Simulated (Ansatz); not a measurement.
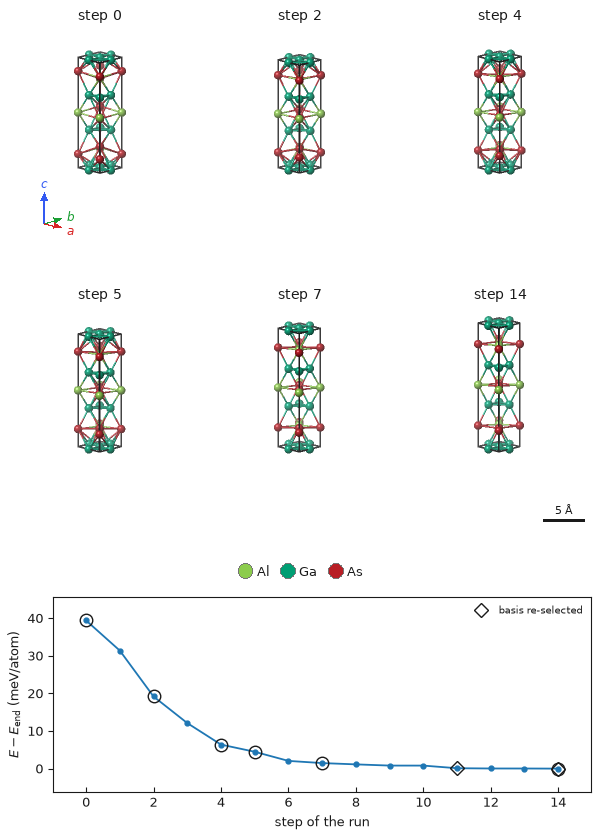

Frames of a relaxation of a crystal of AlGa$_{3}$As$_{2}$ (a generated structure, set up in R-3m), marked on the history of the run. The picture is a ball-and-stick view of the conventional cell (3 times the calculation's cell), seen from a free direction. Lengths and directions refer to the drawn axes.

Computed with Ansatz, DFT PBE, scalar-relativistic, plane waves, PAW.

The input:
```yaml
crystal:
  lattice:
    - [2.72963526, 1.57595565, 4.62973745]
    - [-2.72963526, 1.57595565, 4.62973745]
    - [0.0, -3.1519113, 4.62973745]
  atoms:
    - { symbol: Al, position: [0.5, 0.5, 0.5] }
    - { symbol: Ga, position: [0.0, 0.5, 0.5] }
    - { symbol: Ga, position: [0.5, 0.0, 0.5] }
    - { symbol: Ga, position: [0.5, 0.5, 0.0] }
    - { symbol: As, position: [0.124617, 0.124617, 0.124617] }
    - { symbol: As, position: [0.875383, 0.875383, 0.875383] }
basis:
  ecutwfc: 420
kpoints:
  mp_grid: { grid: [12, 12, 12] }
hamiltonian:
  xc: pbe
scf:
  occupations: { method: gaussian, width: 0.1 }
output:
  forces: true
  stress: true
  eigenvalues: true
  write_density: true
  write_potential: true
  elf: true
  volumetric_format: npy
relax:
  adjacent_minimum: "off"
  f_tol: 0.01
  max_steps: 80
  cell: { stress_tol: 0.05 }
```

Launched with:
```bash
ansatz run input.yaml --threads 1 --pin off --max-ram 2560MiB --backend cpu --events-out ev --progress --plain --runs-dir out
```

### Describe the path.

After 12 accepted moves (14 points after the start) the energy has fallen by 39.4 meV per atom. The largest force component goes from 0.17 to 0.0027 eV/Å. The pressure goes from −1.88 to 0.03 GPa. The SCF was repeated twice at an unchanged geometry on a basis and grid sized afresh for the cell, which shifted the energy by 0.7 meV per atom at most. The largest moves relative to the cell, 0.71 Å, are those of As5 and As6. As6 goes along −c. Ga and Al stay in place. Cell: a = b 5.459 → 5.200 Å (−4.7 %), c 13.889 → 15.575 Å (+12.1 %). Volume +1.7 %. Near-neighbour distances that change, for instance: As5–As6 3.462 → 5.304 Å, Ga2–As5 3.232 → 3.714 Å, As5–As6 (another image) 3.361 → 3.004 Å, Ga2–As5 (another image) 3.300 → 2.950 Å. Among the angles between lasting bonds that change: Ga2–Al1–Ga3 121.7° → 128.6°, Al1–Ga2–Ga3 119.2° → 115.7°, Al1–Ga2–Ga3 60.8° → 64.3°. The space group stays R-3m (No. 166). Cost: 19 min on 1 thread of AMD EPYC 7R43 64-Core Processor (Zen 3) (shared host), peak memory 0.99 GiB. From step 0 to 2: As atoms move most (0.24 Å), volume −6.6 %, energy −20.2 meV per atom. From step 2 to 4: As atoms move most (0.17 Å), volume +5.7 %, energy −12.8 meV per atom. From step 4 to 5: As atoms move most (0.02 Å), volume +0.2 %, energy −1.9 meV per atom. From step 5 to 7: As atoms move most (0.10 Å), volume +1.0 %, energy −3.0 meV per atom. From step 7 to 14: As atoms move most (0.12 Å), volume +1.9 %, energy −1.5 meV per atom.

```csv
step,"E − E(0), meV/atom","largest force component, eV/Å","pressure, GPa","volume, Å³/atom",note
0,0.00,0.1695,-1.88,19.916,
1,-8.01,0.2602,-0.03,19.217,
2,-20.21,0.1569,2.41,18.605,
3,-27.28,0.0314,2.17,18.843,
4,-33.00,0.0112,-0.22,19.662,
5,-34.91,0.0010,-0.14,19.693,
6,-37.33,0.0608,0.25,19.757,
7,-37.91,0.0035,0.07,19.889,
8,-38.26,0.0124,-0.03,20.026,
9,-38.58,0.0064,0.04,20.124,
10,-38.58,0.0018,0.02,20.154,
11,-39.28,0.0029,0.09,20.154,"same geometry, new basis"
12,-39.35,0.0026,-0.02,20.242,
13,-39.36,0.0027,0.03,20.263,
14,-39.39,0.0027,0.03,20.263,"same geometry, new basis"
```
